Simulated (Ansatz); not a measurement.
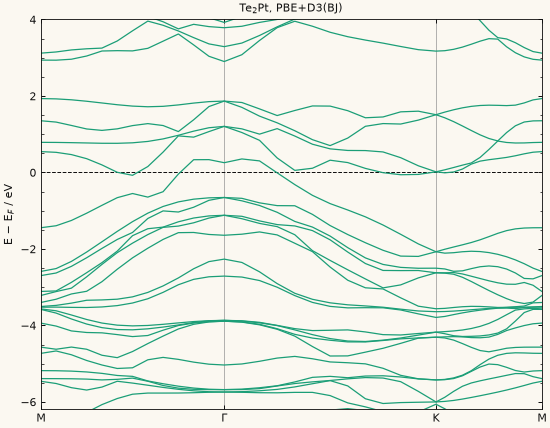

Band structure. Energies are counted from the Fermi level.

Structure: a (001) slab cut from Te₂Pt (P-3m1), ended by Te planes, 6 atoms in the cell.

Method: DFT PBE+D3(BJ), scalar-relativistic, plane waves, PAW, no spin polarisation, 9×9×1 k mesh, 420 eV cutoff, Gaussian smearing of 0.1 eV (Ansatz 0.2.0).

> Metal, semiconductor or insulator?

A metal: bands cross the Fermi level along this path.

> By band count a gap could open at this filling. What closes it?

The last band that the electron count would fill rises to 0.35 eV above the Fermi level between Γ and K, leaving holes there, and the next band dips to 0.07 eV below it between M and Γ, holding electrons: an overlap of 0.43 eV, small enough to call it a semimetal.

Spin-orbit coupling is left out, which matters for Pt.
